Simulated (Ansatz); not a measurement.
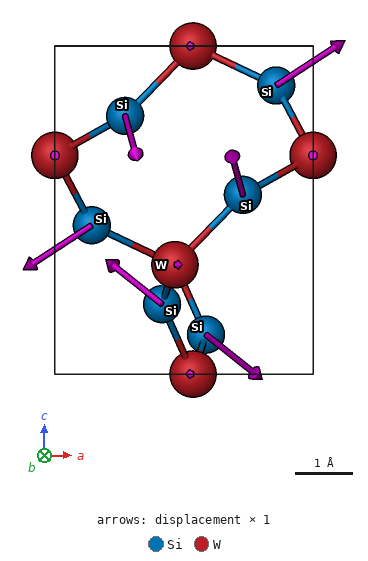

This is a relaxation of a crystal of Si$_{2}$W (built on the quartz_152 type) (coarse preliminary run). The starting structure is drawn; purple arrows show the displacements (the part carried along by the change of the cell is left out), at their true length.

The picture is a ball-and-stick view of the cell of the calculation, seen along the b axis.

Case: quartz type (P3_121, No. 152).

Computed with DFT PBE, scalar-relativistic, plane waves, PAW in Ansatz.

Input
```yaml
crystal:
  lattice:
    - [5.2422917671, 0.0, 0.0]
    - [-2.6211458836, 4.5399578443, 0.0]
    - [0.0, 0.0, 5.7672692887]
  atoms:
    - { symbol: Si, position: [0.415, 0.272, 0.213] }
    - { symbol: Si, position: [0.728, 0.143, 0.5463333333] }
    - { symbol: Si, position: [0.857, 0.585, 0.8796666667] }
    - { symbol: Si, position: [0.272, 0.415, 0.787] }
    - { symbol: Si, position: [0.143, 0.728, 0.4536666667] }
    - { symbol: Si, position: [0.585, 0.857, 0.1203333333] }
    - { symbol: W, position: [0.465, 0.0, 0.3333333333] }
    - { symbol: W, position: [0.0, 0.465, 0.6666666667] }
    - { symbol: W, position: [0.535, 0.535, 0.0] }
basis:
  ecutwfc: 420
kpoints:
  mp_grid: { grid: [6, 6, 4] }
hamiltonian:
  xc: pbe
scf:
  occupations: { method: gaussian, width: 0.1 }
  lower_state_search: "off"
output:
  forces: true
  stress: true
  eigenvalues: true
relax:
  adjacent_minimum: "off"
  f_tol: 0.04
  max_steps: 70
  cell: { stress_tol: 0.4 }
```

Command:
```bash
ansatz run input.yaml --threads 1 --pin off --max-ram 2560MiB --backend cpu --events-out ev --progress --plain --runs-dir out
```

> Atoms of which element are displaced furthest, and by how much?

Silicon: up to 1.53 Å, against 0.16 Å for tungsten.

> What did the optimiser do to the structure, and how much energy did it gain?

The largest moves relative to the cell, 1.53 Å, are those of Si1, Si2, Si3, Si4, Si5 and Si6. Si6 goes roughly along [2 3 −1]. By element the largest moves are Si 1.53 Å, W 0.16 Å. The drawn cell changes as follows: a = b 5.242 → 4.616 Å (−11.9 %), c 5.767 → 6.641 Å (+15.2 %); the volume changes by −10.7 %. Among the contacts that change: Si1–W7 4.496 → 2.653 Å, Si1–Si4 2.779 → 4.617 Å, Si1–Si2 2.820 → 4.569 Å, Si1–Si6 2.784 → 4.178 Å. New bonds form: Si1–W7 (3.76 → 2.69 Å), Si1–W7 (4.50 → 2.65 Å), Si1–W8 (3.85 → 2.59 Å), Si2–W8 (3.76 → 2.69 Å). Bond angles that change, for instance: W7–Si2–W8 144.0° → 75.2°, Si2–W8–Si4 110.9° → 59.1°, Si3–W8–Si5 108.3° → 126.1°. The space group (tolerance 0.01 Å) goes from P3_121 (No. 152) to P6_422 (No. 181). After 12 accepted moves (13 points after the start) the energy has fallen by 9885 meV per atom. The largest force component goes from 13 to 0.011 eV/Å. Pressure: 208.64 GPa at the start and 0.00 GPa at the end. At 1 point the geometry stayed and the basis and grid were re-selected for the new cell (energy shift of 0.9 meV per atom at most each time). Cost: 3.8 min on 1 thread of Arm Neoverse V2, on a shared host, peak memory 0.41 GiB.
